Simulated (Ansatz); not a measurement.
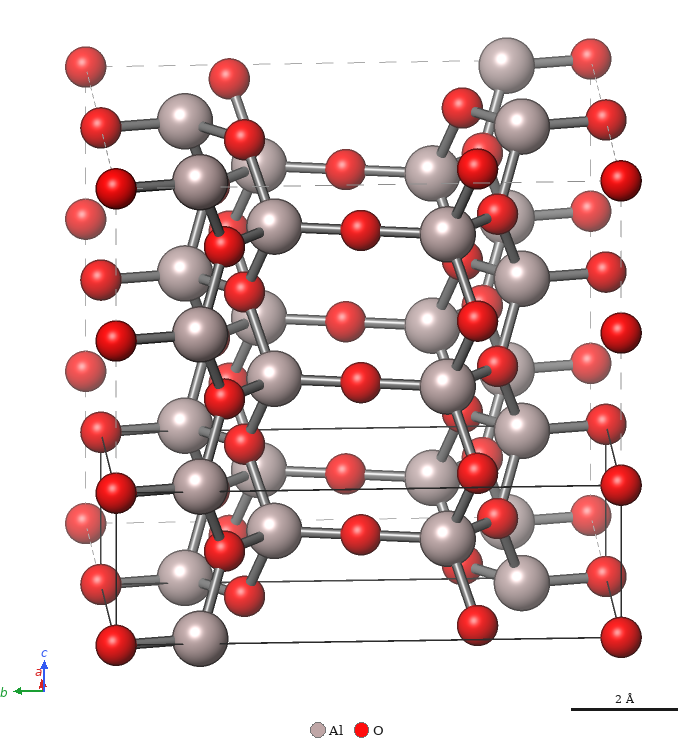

Ball-and-stick drawing of the structure, looking from a general direction. Shown are 2×1×3 repeats of the conventional unit cell, one of them outlined in solid lines.

Describe the arrangement of the atoms.

- The formula is Al$_{2}$O$_{3}$.
- It belongs to space group Pnnm (No. 58) and has a primitive orthorhombic lattice.
- Atoms per cell: 10 (4 Al, 6 O).
- Al bonds to four O in a distorted tetrahedral arrangement at about 1.7 to 1.8 Å. O takes two kinds of site: 4g with three Al in a distorted trigonal planar arrangement at about 1.8 Å; 2a with two Al in a linear arrangement at about 1.7 Å.
- The bonds build a three-dimensional framework.

Origin of the cell: a structure listed in the Materials Project. Earlier steps of the study, as a rule a relaxation of our own, may have changed the cell and positions, so they can lie some per cent off the listed ones. A calculation with Ansatz used it as input.
